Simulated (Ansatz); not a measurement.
# Calculations on ZrS2

**1. Relaxation**

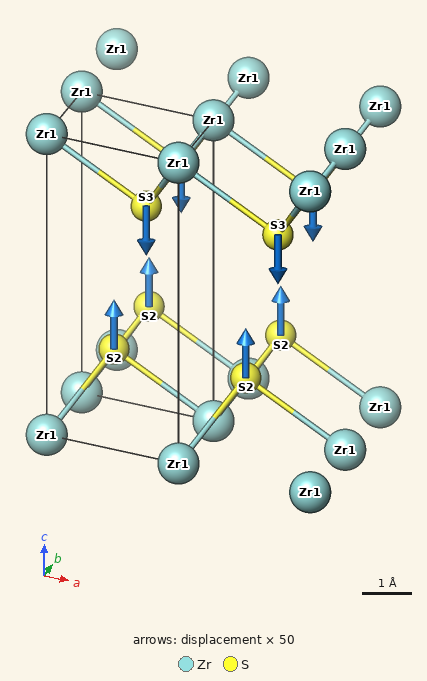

A relaxation of solid ZrS₂ (built on the CdI2 type). The starting structure is drawn; blue arrows show the displacements (the part carried along by the change of the cell is left out), 50 times their true length.

A ball-and-stick model of the cell of the calculation, repeated 2 × 2 × 1 with one cell outlined, seen slightly off an axis.

Case: volume × 0.945.

Level of theory: Ansatz, DFT PBE, scalar-relativistic, plane waves, PAW.

The input:
```yaml
crystal:
  lattice:
    - [3.6627373883, 0.0, 0.0]
    - [-1.8313686942, 3.1720236257, 0.0]
    - [0.0, 0.0, 6.4646314391]
  atoms:
    - { symbol: Zr, position: [0.0, 0.0, 0.0] }
    - { symbol: S, position: [0.3333333333, 0.6666666667, 0.2231312702] }
    - { symbol: S, position: [0.6666666667, 0.3333333333, 0.7768687298] }
basis:
  ecutwfc: 420
  ecutrho_ratio: 4
kpoints:
  mp_grid: { grid: [10, 10, 6] }
hamiltonian:
  xc: pbe
scf:
  occupations: { method: gaussian, width: 0.05 }
output:
  forces: true
  stress: true
  eigenvalues: true
relax:
  f_tol: 0.01
  max_steps: 40
  cell: { stress_tol: 0.1, fix: [volume] }
```

Run as
```bash
ansatz run input.yaml --threads 4 --pin off --max-ram 7168MiB --backend cpu --events-out ev --progress --plain --runs-dir out
```

Describe the change and its energy.

Answer. Over 2 accepted moves (3 points after the start) the energy falls by 1.5 meV per atom. The largest force component goes from 0.18 to 0.0048 eV/Å. The pressure goes from 1.45 to 0.21 GPa. At 1 point the geometry stayed and the basis and grid were re-selected for the new cell (energy shift of less than 0.05 meV per atom at most each time). The largest moves relative to the cell, 0.021 Å, are those of S2 and S3. S2 goes along +c. Zr stays in place. The drawn cell changes at constant volume: a = b 3.663 → 3.680 Å (+0.5 %), c 6.465 → 6.404 Å (−0.9 %). Some distances before and after: Zr1–S2 2.560 → 2.572 Å. The space group stays P-3m1 (No. 164).

Limits of the set-up: layers or molecules are held without a dispersion correction, so their spacing is unreliable.

**2. Relaxation**

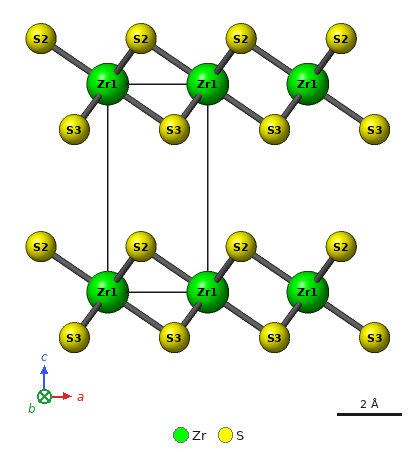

This is the input geometry for a relaxation of solid ZrS$_{2}$ (built on the CdI2 type). Style: ball-and-stick. Shown: the cell of the calculation, repeated 2 × 1 × 1 with one cell outlined, along the b axis.

Case: volume × 0.960.

Level of theory: Ansatz 0.2.0, DFT PBE, scalar-relativistic, plane waves, PAW.

The input:
```yaml
crystal:
  lattice:
    - [3.6578553306, 0.0, 0.0]
    - [-1.8289276653, 3.1677956397, 0.0]
    - [0.0, 0.0, 6.5847866442]
  atoms:
    - { symbol: Zr, position: [0.0, 0.0, 0.0] }
    - { symbol: S, position: [0.3333333333, 0.6666666667, 0.2186968664] }
    - { symbol: S, position: [0.6666666667, 0.3333333333, 0.7813031336] }
basis:
  ecutwfc: 420
  ecutrho_ratio: 4
kpoints:
  mp_grid: { grid: [10, 10, 6] }
hamiltonian:
  xc: pbe
scf:
  occupations: { method: gaussian, width: 0.05 }
output:
  forces: true
  stress: true
  eigenvalues: true
relax:
  f_tol: 0.01
  max_steps: 40
  cell: { stress_tol: 0.1, fix: [volume] }
```

Launched with:
```bash
ansatz run input.yaml --threads 4 --pin off --max-ram 7168MiB --backend cpu --events-out ev --progress --plain --runs-dir out
```

Question: Where does the relaxation end?

Answer: Over 2 accepted moves (3 points after the start) the energy falls by 2.6 meV per atom. The largest force component goes from 0.23 to 0.0079 eV/Å. The pressure goes from 1.77 to 0.11 GPa. The SCF was repeated once at an unchanged geometry on a basis and grid sized afresh for the cell, which shifted the energy by less than 0.05 meV per atom at most. The largest moves relative to the cell, 0.029 Å, are those of S2 and S3. S2 goes along +c. Zr stays in place. The drawn cell changes at constant volume: a = b 3.658 → 3.682 Å (+0.7 %), c 6.585 → 6.499 Å (−1.3 %). Near-neighbour distances that change, for instance: Zr1–S2 2.556 → 2.573 Å. The space group stays P-3m1 (No. 164).

History of the run:

```tsv
step	E − E(0), meV/atom	largest force component, eV/Å	pressure, GPa	note
0	0.00	0.2349	1.77	
1	-1.05	0.2212	-0.66	
2	-2.63	0.0079	0.11	
3	-2.63	0.0079	0.11	same geometry, new basis
```

The structure at the end:

```
CELL_PARAMETERS angstrom
3.68201 0.00000 0.00000
-1.84101 3.18872 0.00000
0.00000 0.00000 6.49866
ATOMIC_POSITIONS crystal
Zr 0.00000 0.00000 0.00000
S 0.33333 0.66667 0.22313
S 0.66667 0.33333 0.77687
```

The end point in the same view:

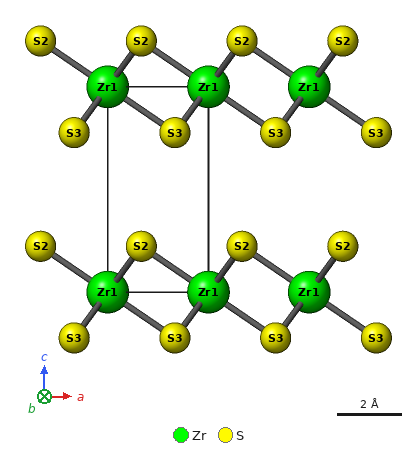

Limits of the set-up: layers or molecules are held without a dispersion correction, so their spacing is unreliable.

**3. Distortion**

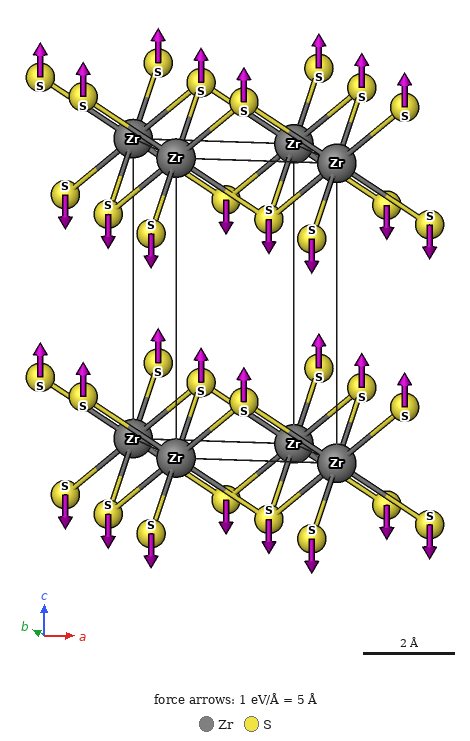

A changed version of a crystal of ZrS2 (built on the CdI2 type), with the computed forces as purple arrows. Besides, the cell is strained by −1.0 % along c and none across it (volume −1.0 %). The picture is a ball-and-stick view of the cell of the calculation, seen slightly off an axis.

Theory: Ansatz 0.2.0, DFT PBE, scalar-relativistic, plane waves, PAW. (plane-wave cutoff 420 eV; k-point mesh 10 × 10 × 6; occupations gaussian; smearing width 0.05 eV; no spin polarisation)

Describe the distortion and the response.

The atoms keep their fractional coordinates. No relaxation follows. Near-neighbour distances before and after: S–Zr 2.574 → 2.566 Å. The space group stays P-3m1 (No. 164). The energy changes by less than 1 meV per atom. The pressure goes from 0.0 to 0.7 GPa. The principal stresses (compression positive) are 0.9 GPa along c and 0.6 GPa across it. The largest forces, 0.16 eV/Å, act on 2 S atoms of the calculation's cell.

Limits of the set-up: layers or molecules are held without a dispersion correction, so their spacing is unreliable.
